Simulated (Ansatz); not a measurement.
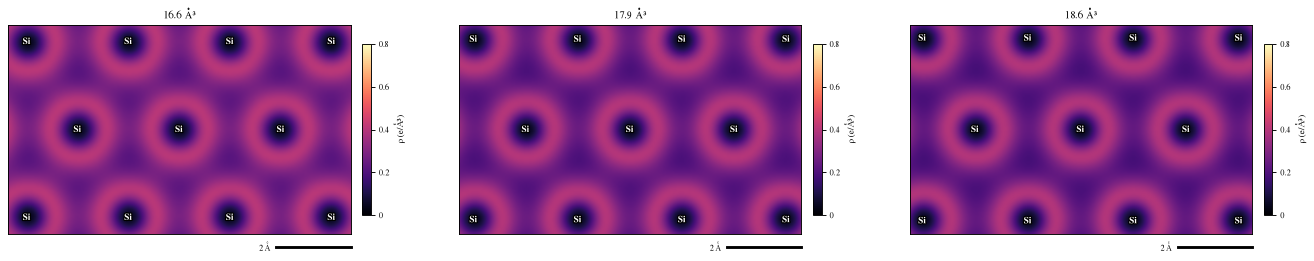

Si. The valence pseudo-density of cells scaled evenly to different volumes (given per atom above each panel), on the (001) plane of each (indices in the axes of the cell below), at one length scale and on one colour scale.

A generated structure, not necessarily the stable one.

Level of theory: DFT, BLYP, plane waves (420 eV) with PAW, scalar-relativistic in Ansatz.

The density is the valence pseudo-density of a PAW calculation; it isn't the true density close to the nuclei.

The largest cell:

```yaml
crystal:
  lattice:
    - [2.83325, 0.00000, 0.00000]
    - [-1.41663, 2.45367, 0.00000]
    - [0.00000, 0.00000, 5.33819]
  atoms:
    - { symbol: Si, position: [0.33333, 0.66667, 0.25000] }
    - { symbol: Si, position: [0.66667, 0.33333, 0.75000] }
```

| volume (Å³/atom) | Si–Si contact in the plane (Å) | ρ at its midpoint (e/Å³) | pressure (GPa) | 
| --- | --- | --- | --- |
| 16.57 | 2.728 | 0.281 | 0.1 | 
| 17.23 | 2.764 | ? | ? | 
| 17.89 | 2.799 | 0.252 | −3.5 | 
| 18.56 | 2.833 | 0.239 | −4.8 | 

What values belong in the row with question marks?

Over the known rows ln ρ falls by 1.54 per Å of Si–Si distance (a least-squares line), which gives 0.266 e/Å³ at 2.764 Å; the calculation gives 0.266 e/Å³. For the pressure, a straight line in volume between the neighbouring rows gives −1.7 GPa; the calculation gives −1.9.
